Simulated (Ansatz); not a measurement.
This input was run:

```
crystal:
  lattice:
    - [1.9608464018, 1.1320951979, 2.0221143497]
    - [-1.9608464018, 1.1320951979, 2.0221143497]
    - [0.0, -2.2641903958, 2.0221143497]
  atoms:
    - { symbol: Hg, position: [0.0, 0.0, 0.0] }
basis:
  ecutwfc: 500
kpoints:
  mp_grid: { grid: [12, 12, 12] }
  band_path:
    path:
      - [[0.0, 0.0, 0.0], [0.5, 0.5, 0.5], [0.62437331, 0.37562669, 0.5]]
      - [[0.5, -0.37562669, 0.37562669], [0.5, 0.0, 0.0], [0.0, 0.0, 0.0], [0.43781335, -0.43781335, 0.0]]
      - [[0.56218665, 0.0, 0.43781335], [0.5, 0.0, 0.5], [0.0, 0.0, 0.0]]
    npoints: 14
hamiltonian:
  xc: r2scan
scf:
  occupations: { method: gaussian, width: 0.1 }
  n_extra_bands: 6
output:
  forces: true
  stress: true
  eigenvalues: true
  populations: true
  dos: { projected: true, de: 0.02, nscf_kmesh: { grid: [18, 18, 18] } }
  bader: true
  write_density: true
  write_potential: true
  elf: true
  volumetric_format: npy
```

Command:
```bash
ansatz run input.yaml --threads 1 --pin off --max-ram 2560MiB --backend cpu --events-out ev --progress --plain --runs-dir out
```

What does the calculation give for the electronic structure? The path is Γ–T–H2|H0–L–Γ–S0|S2–F–Γ.

A metal: 2 bands cross the Fermi level along this path. Bands cross the Fermi level on Γ–T, H0–L, L–Γ, S2–F and F–Γ, and not on T–H2 and Γ–S0. At T the nearest levels lie 5.80 eV below and 2.14 eV above the Fermi level. The density of states at the Fermi level is about 0.29 per eV and cell (mean within 0.25 eV).

Spin-orbit coupling is left out, which matters for Hg.

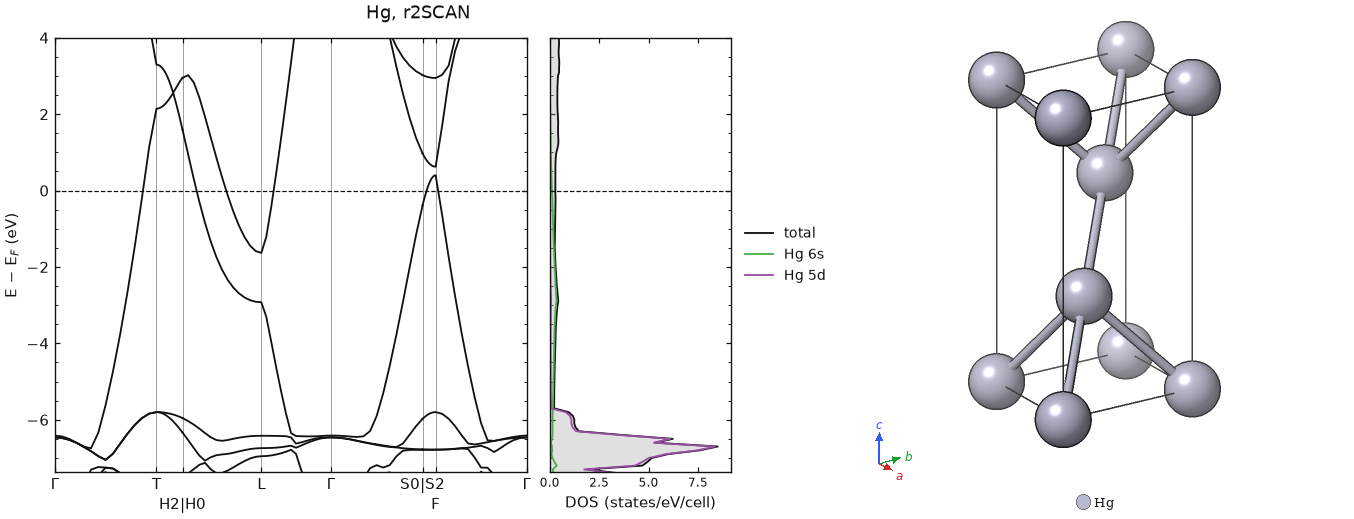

Band structure and density of states, beside the structure. Energies are counted from the Fermi level. The partial curves are projected on Löwdin-orthogonalised atomic shells; they sum to less than the total at higher energies, where shells without a projector contribute.
